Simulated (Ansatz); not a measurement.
# What SrAgCl3 in R-3c, a phase reached by a soft mode distorts into, part 3 of 3

Wanted: the energy along a soft mode of SrAgCl3 in R-3c, a phase reached by a soft mode and the structure at the end.

Ansatz 0.2.0; DFT PBEsol, scalar-relativistic, plane waves, PAW; PAW set soft_1.

So far. Step 5 (Energy along the mode, all amplitudes (two of the runs …): The lowest of the steps tried is at 0.22 Å, 0.214 meV/atom below the parent; the bottom of the well need not coincide with a step. Step 7 (The new phase in its own primitive cell): The largest force component left is 0.55 meV/Å and the pressure is 0.000 GPa, within the tolerances set. The cell now holds 27.54 Å³/atom.

The structure was built from a prototype and need not be the compound's stable phase.

## Step 8: Modes of the new phase

A relaxed structure may still be a saddle point, so its zone-centre modes are computed. The response to a homogeneous field gives the Born charges and the dielectric tensor.

Contents of input.yaml:

```yaml
crystal:
  lattice:
    - [5.9898157057, -3.6014896989, 0.0]
    - [5.9898157057, 3.6014896989, 0.0]
    - [-3.8026210679, 0.0, 6.3823415408]
  atoms:
    - { symbol: Ag, position: [0.7393843471, 0.2053418476, 0.7314123404] }
    - { symbol: Ag, position: [0.2053418476, 0.7393843471, 0.2314123404] }
    - { symbol: Sr, position: [0.9882960546, 0.496632535, 0.4925315585] }
    - { symbol: Sr, position: [0.496632535, 0.9882960546, 0.9925315585] }
    - { symbol: Cl, position: [0.3859389882, 0.3239991419, 0.804255951] }
    - { symbol: Cl, position: [0.5748379388, 0.7983255848, 0.3001400379] }
    - { symbol: Cl, position: [0.3239991419, 0.3859389882, 0.304255951] }
    - { symbol: Cl, position: [0.7983255848, 0.5748379388, 0.8001400379] }
    - { symbol: Cl, position: [0.9100669717, 0.095583559, 0.1716601123] }
    - { symbol: Cl, position: [0.095583559, 0.9100669717, 0.6716601123] }
kpoints:
  mp_grid: { grid: [4, 4, 4] }
hamiltonian:
  xc: pbesol
  pseudopotentials: { kind: paw, azcp: { folder: soft_1 }, xc_functional: pbe }
scf:
  occupations: { method: fixed }
output:
  eigenvalues: true
phonons:
  method: dfpt
  dielectric: true
  rigid_motions: translations
```

Started as:

```bash
$ ansatz run input.yaml --threads 4 --pin off --max-ram 16384MiB --backend cpu --events-out ev --progress --plain --runs-dir out
```

Numbers of over 12 decimals in the logs are rounded to 6 here.

The log of the run:

```text
[...]
Crystal: 10 atoms, lattice volume = 275.363 Å³
Basis set: ecut = 420 eV, 5385 PW (Γ), exchange–correlation on 96×96×100 points (8 copies of the dense FFT grid, shifted against one another)
Bands: 60, of which v1, the nominal top of the filled ones, is band 50 counted from 1 (49 counted from 0)
Symmetry: 2 space group operations
k-points: 36 of 64 (irreducible under 1 space group operation, time reversal used)
[...]
SCF iter   1: F=—  HF=-28413.921977 eV  |F-HF|=—  |Δ(HF+E_count)|=         —  Δρ=4.95e-2  dr2=1.10e1  ethr=3.10e-3  ⟨swp⟩=8.0  Hψ=10351  notcnv=0  defer=265
[...]
SCF iter  12: F=-28409.927823 eV  HF=-28409.927823 eV  |F-HF|=2.18e-11  |Δ(HF+E_count)|=  7.24e-10  Δρ=1.04e-7  dr2=4.03e-11  ethr=1.00e-12  ⟨swp⟩=22.4  Hψ=18992  notcnv=0
SCF 1 converged in 12 iterations: F = -28409.927823 eV  dr2 = 4.03e-11
[...]
NSCF: frozen V_eff on 3 k-points
[...]
── the response to a field inside a basis, on 4×4×4 k-points: an SCF that follows is theirs, and a resumed run solves both again ──
Bands: 51, of which v1, the nominal top of the filled ones, is band 50 counted from 1 (49 counted from 0)
k-points: 20 of 64 (time reversal used)
[...]
Eigensolver: Dense (20 Hₖ)
SCF iter   1: F=—  HF=-28409.725196 eV  |F-HF|=—  |Δ(HF+E_count)|=         —  Δρ=5.95e-4  dr2=3.21e-4  ethr=1.00e-1
[...]
SCF iter   5: F=-28409.725275 eV  HF=-28409.725275 eV  |F-HF|=1.03e-7  |Δ(HF+E_count)|=   2.51e-7  Δρ=4.68e-6  dr2=6.12e-8  ethr=7.85e-10
SCF 1 converged in 5 iterations: F = -28409.725275 eV  dr2 = 6.12e-8
[...]
SCF converged after 12 iterations
Free energy (F): -28409.927823 eV
[...]
Internal energy: -28409.927823 eV  (E = F + TS)
E sigma→0 (E₀):  -28409.927823 eV
Fermi energy:    4.231913 eV
[...]
--- Band table (eV; the first three rows and the last of 36) ---
  k-point 0: bands = [... 46 lower, 3.4699, 3.4702, 4.0266, 4.0346, 7.1668, 9.1780, 9.5296, 9.6924, ... 6 higher]
  k-point 1: bands = [... 46 lower, 3.4850, 3.5324, 4.0285, 4.0337, 7.5765, 9.0368, 9.4408, 9.6541, ... 6 higher]
  k-point 2: bands = [... 46 lower, 3.5288, 3.5288, 4.0241, 4.0241, 8.4340, 8.4340, 9.4508, 9.4508, ... 6 higher]
  k-point 35: bands = [... 46 lower, 3.4570, 3.4570, 4.0947, 4.0947, 8.7460, 8.7460, 9.4730, 9.4730, ... 6 higher]
[...]
ASR residual: 1.676e-4 → 0.000e0 eV/Å²; symmetrization residual: 6.146e-6 eV/Å²
[...]
ε∞ (high-frequency dielectric tensor):
        3.316492    -0.000000    -0.009198
       -0.000000     3.411282    -0.000000
       -0.009198    -0.000000     3.065419
[...]
Born effective charges Z* (e; rows j = field, columns β = displacement):
    site 0:
         1.14487    0.01840    0.02168
        -0.01525    1.18855   -0.01068
         0.02609    0.07317    0.83526
    site 1:
         1.14487   -0.01840    0.02168
         0.01525    1.18855    0.01068
         0.02609   -0.07317    0.83526
    site 2:
         2.49723   -0.15653    0.00374
         0.08946    2.57540   -0.01447
        -0.02239    0.01662    2.41895
    site 3:
         2.49723    0.15653    0.00374
        -0.08946    2.57540    0.01447
        -0.02239   -0.01662    2.41895
    site 4:
        -1.10478    0.00748    0.18282
        -0.02435   -1.27707    0.33613
         0.20366    0.26100   -1.05246
    site 5:
        -1.33341    0.05586    0.10601
         0.00580   -1.33408    0.32286
         0.07281    0.35220   -1.10651
    site 6:
        -1.10478   -0.00748    0.18282
         0.02435   -1.27707   -0.33613
         0.20366   -0.26100   -1.05246
    site 7:
        -1.33341   -0.05586    0.10601
        -0.00580   -1.33408   -0.32286
         0.07281   -0.35220   -1.10651
    site 8:
        -1.20392   -0.04213   -0.31424
        -0.06101   -1.15280   -0.02005
        -0.28018    0.04322   -1.09524
    site 9:
        -1.20392    0.04213   -0.31424
         0.06101   -1.15280    0.02005
        -0.28018   -0.04322   -1.09524
  Z* charge neutrality: 1.048e-2 e pre-enforcement
  solved inside a basis spanned on kpoints, on 4×4×4 k-points, its susceptibility summed on 8×8×6: ε∞ is read to err by 1.2e-2, Z* by 2.9e-2 e (field_mesh: kpoints solves on kpoints); Z* is corrected for what the basis lacks
  optical modes at Γ without the LO–TO term, one row a degenerate level:
      ω (cm⁻¹)  modes    IR ((D/Å)²/amu)
        -13.61      1             0.0062
         16.23      1             0.8092
         29.09      1             0.3248
         42.17      1             0.1262
         50.24      1             0.1337
         59.80      1             0.7090
         59.99      1             0.0701
[...]
optical modes at Γ + LO–TO along q̂ = [1.0000, 0.0000, 0.0000]:
      ω (cm⁻¹)  modes    IR ((D/Å)²/amu)
[...]
optical modes at Γ + LO–TO along q̂ = [0.0000, 1.0000, 0.0000]:
      ω (cm⁻¹)  modes    IR ((D/Å)²/amu)
[...]
optical modes at Γ + LO–TO along q̂ = [0.0000, 0.0000, 1.0000]:
      ω (cm⁻¹)  modes    IR ((D/Å)²/amu)
[...]
158.85      1             6.7171
        168.20      1             1.2559
        175.90      1             0.0258
        178.98      1             0.1373
        198.36      1             0.4872
        199.30      1             6.2363
        209.29      1             1.0811
        213.14      1             0.1254
        227.57      1             0.2007
        230.85      1             6.8534
        245.49      1             1.3139
        249.02      1             1.0788
```

Wall time 8.3 min (4 threads of Arm Neoverse V1, shared host); peak memory 3.3 GiB.

Numbers from this step:

* sum-rule residual before enforcement: 1.68e-4 eV/Å²
* miss of the charge sum rule: 0.01048 e
* estimated error of the dielectric tensor: 0.01162
* estimated error of the Born charges: 0.02889 e
* point group: m
* highest optical mode at the zone centre (no LO-TO term): 247.8 cm⁻¹
* lowest optical zone-centre mode: -13.61 cm⁻¹
* mean high-frequency dielectric constant: 3.264
* largest Born charge (third of the trace): 2.497 e
* top of the zone-centre spectrum with the field: 262.4 cm⁻¹

Without the LO-TO term. Patterns of degenerate modes are one choice out of their space. The modes at Γ (shares of kinetic energy by element, %) (negative means imaginary):

| mode | frequency (cm⁻¹) | symmetry | Ag % | Sr % | Cl % |
| --- | --- | --- | --- | --- | --- |
| 1 | -13.6 | A'' | 95 | 1 | 4 |
| 2 | 0.0 | acoustic | 36 | 29 | 35 |
| 3 | 0.0 | acoustic | 36 | 29 | 35 |
| 4 | 0.0 | acoustic | 36 | 29 | 35 |
| 5 | 16.2 | A' | 64 | 5 | 31 |
| 6 | 29.1 | A'' | 52 | 1 | 47 |
| 7 | 42.2 | A' | 55 | 14 | 31 |
| 8 | 50.2 | A' | 35 | 14 | 51 |
| 9 | 59.8 | A' | 3 | 32 | 64 |
| 10 | 60.0 | A'' | 20 | 34 | 45 |
| 11 | 68.4 | A'' | 4 | 29 | 67 |
| 12 | 70.0 | A' | 5 | 26 | 69 |
| 13 | 73.4 | A'' | 39 | 5 | 56 |
| 14 | 85.5 | A'' | 8 | 26 | 66 |
| 15 | 86.7 | A' | 22 | 19 | 59 |
| 16 | 125.6 | A'' | 4 | 66 | 30 |
| 17 | 136.8 | A'' | 7 | 59 | 34 |
| 18 | 137.6 | A' | 11 | 61 | 28 |
| 19 | 158.5 | A' | 4 | 25 | 71 |
| 20 | 168.2 | A'' | 5 | 18 | 77 |
| 21 | 175.9 | A'' | 1 | 1 | 98 |
| 22 | 179.0 | A' | 0 | 2 | 97 |
| 23 | 190.8 | A' | 3 | 26 | 71 |
| 24 | 198.6 | A' | 1 | 10 | 90 |
| 25 | 199.3 | A'' | 3 | 22 | 75 |
| 26 | 209.5 | A' | 2 | 7 | 92 |
| 27 | 213.1 | A'' | 0 | 2 | 97 |
| 28 | 227.6 | A'' | 1 | 6 | 94 |
| 29 | 245.5 | A'' | 25 | 0 | 75 |
| 30 | 247.8 | A' | 24 | 2 | 74 |

Optical modes at the zone centre, without and with the macroscopic field of the longitudinal modes; each column is sorted by frequency, so a row need not hold one and the same mode. Modes with and without the field, by row:

| rank among optical modes | no field (cm⁻¹) | q along (1, 0, 0) (cm⁻¹) | q along (0, 1, 0) (cm⁻¹) | q along (0, 0, 1) (cm⁻¹) |
| --- | --- | --- | --- | --- |
| 1 | -13.6 | -13.6 | -13.4 | -13.6 |
| 2 | 16.2 | 16.2 | 16.2 | 29.1 |
| 3 | 29.1 | 29.1 | 35.2 | 33.7 |
| 4 | 42.2 | 43 | 42.2 | 42.9 |
| 5 | 50.2 | 51.1 | 50.2 | 50.4 |
| 6 | 59.8 | 60 | 59.8 | 59.8 |
| 7 | 60 | 67.4 | 60.6 | 60 |
| 8 | 68.4 | 68.4 | 70 | 68.4 |
| 9 | 70 | 70.1 | 70.6 | 73.4 |
| 10 | 73.4 | 73.4 | 74 | 76.1 |
| 11 | 85.5 | 85.5 | 85.7 | 85.5 |
| 12 | 86.7 | 87 | 86.7 | 96.9 |
| 13 | 125.6 | 125.6 | 126.2 | 125.6 |
| 14 | 136.8 | 136.8 | 137.6 | 136.8 |
| 15 | 137.6 | 137.7 | 139.3 | 137.7 |
| 16 | 158.5 | 168.2 | 158.5 | 158.8 |
| 17 | 168.2 | 175.9 | 171.8 | 168.2 |
| 18 | 175.9 | 177.9 | 176 | 175.9 |
| 19 | 179 | 186.9 | 179 | 179 |
| 20 | 190.8 | 191.9 | 190.8 | 198.4 |
| 21 | 198.6 | 199.3 | 198.6 | 199.3 |
| 22 | 199.3 | 202.2 | 209.5 | 209.3 |
| 23 | 209.5 | 213.1 | 212.7 | 213.1 |
| 24 | 213.1 | 227.6 | 224.3 | 227.6 |
| 25 | 227.6 | 227.6 | 231.9 | 230.8 |
| 26 | 245.5 | 245.5 | 247.8 | 245.5 |
| 27 | 247.8 | 252.8 | 262.4 | 249 |

Born charge (rows field, columns displacement) (e), principal values of the symmetric part by kind of site:

| atom | atoms with these values | low | middle | high | mean |
| --- | --- | --- | --- | --- | --- |
| Ag1 | 2 | 0.83 | 1.15 | 1.19 | 1.06 |
| Sr3 | 2 | 2.42 | 2.49 | 2.59 | 2.50 |
| Cl5 | 2 | -1.52 | -1.14 | -0.77 | -1.14 |
| Cl6 | 2 | -1.58 | -1.35 | -0.85 | -1.26 |
| Cl9 | 2 | -1.46 | -1.16 | -0.84 | -1.15 |

In full for Ag1:

```
 1.14  0.02  0.02
-0.02  1.19 -0.01
 0.03  0.07  0.84
```

High-frequency dielectric tensor:

```
 3.32  0.00 -0.01
 0.00  3.41  0.00
-0.01  0.00  3.07
```

Transverse modes; imaginary modes are left out. Infrared lines, with heights relative to the strongest:

| position (cm⁻¹) | lines merged | relative intensity |
| --- | --- | --- |
| 16 | 1 | 12 |
| 29 | 1 | 4.7 |
| 42 | 1 | 1.8 |
| 50 | 1 | 1.9 |
| 60 | 2 | 11 |
| 68 | 1 | 3.2 |
| 70 | 1 | 11 |
| 73 | 1 | 0.5 |
| 86 | 1 | 0.3 |
| 87 | 1 | 10 |
| 126 | 1 | 2.2 |
| 137 | 1 | 8.3 |
| 138 | 1 | 0.0 |
| 158 | 1 | 96 |
| 168 | 1 | 18 |
| 176 | 1 | 0.4 |
| 179 | 1 | 2.4 |
| 191 | 1 | 85 |
| 199 | 2 | 100 |
| 210 | 1 | 17 |
| 213 | 1 | 1.8 |
| 228 | 1 | 2.9 |
| 246 | 1 | 19 |
| 248 | 1 | 6.7 |

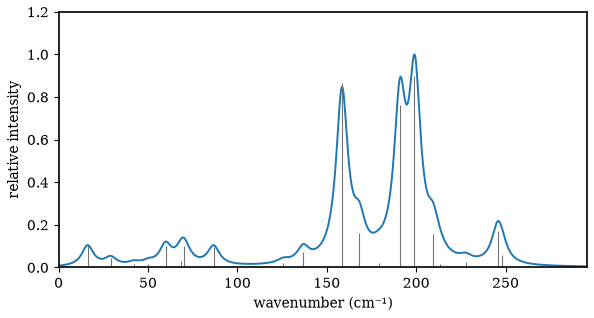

The infrared spectrum, broadened with Lorentzians of width 8 cm⁻¹; bars mark the lines.

Before it was imposed, the acoustic sum rule was missed by 1.7e-4 eV/Å² and the charge sum rule by 0.010 e. Small misses are needed for a sound result but don't prove that mesh and cutoff are converged. The lowest optical mode is imaginary, 13.6i cm⁻¹, so the energy falls along it.

## Step 9: Outcome

```yaml
unstable_mode_of_the_parent: q = (0, 0, 0), 18i cm⁻¹
depth_at_the_lowest_point_sampled: 0.214 meV/atom
largest_atomic_shift_at_that_point: 0.22 Å
space_group_reached_within_0p01_a: Cc
energy_gained_over_the_parent_first_relaxation_on_the_mesh_of_the_frozen_mode: 2.72 meV/atom
volume_per_atom_phase_reached: 27.5 Å³
gap_on_the_k_mesh_phase_reached: 2.93 eV
lowest_optical_zone_centre_mode_phase_reached: -13.6 cm⁻¹
highest_optical_mode_at_the_zone_centre_no_lo_to_term_phase_reached: 248 cm⁻¹
```

In words: Along this mode the structure falls into Cc, 2.72 meV/atom below the parent. At the parent's cell the well is 0.214 meV/atom deep on the steps tried, with its lowest point at a shift of 0.22 Å. Relaxing atoms and cell changes the gain by +2.51 meV/atom against the lowest step (energies at zero smearing). Most of the total comes from this relaxation. The new phase still has an imaginary mode at the zone centre of its cell, so it is a saddle point on the way to a lower structure. How so shallow a well moves with the k mesh was not tested. Of the 2 patterns followed to their end from this parent, this one reaches the lowest energy. Another end point lies within 1 meV/atom; how such a difference moves with mesh and cutoff was not tested. Each path keeps the symmetry of its pattern, so a lower phase may lie along a pattern not tried. The PAW files were made for PBE and serve the other functionals too. The starting cell was built on a prototype and not taken from a measurement, so the phase need not exist.

[Logs are printed without paths, hosts, clocks, repeated set-up lines and the standing remarks that a program may print on its own settings, such as how far it seeks lower states.]

[Hosts, paths, dates, database ids (printed as entryN), source tags and the programs' standing remarks are cut or masked in the printed files.]
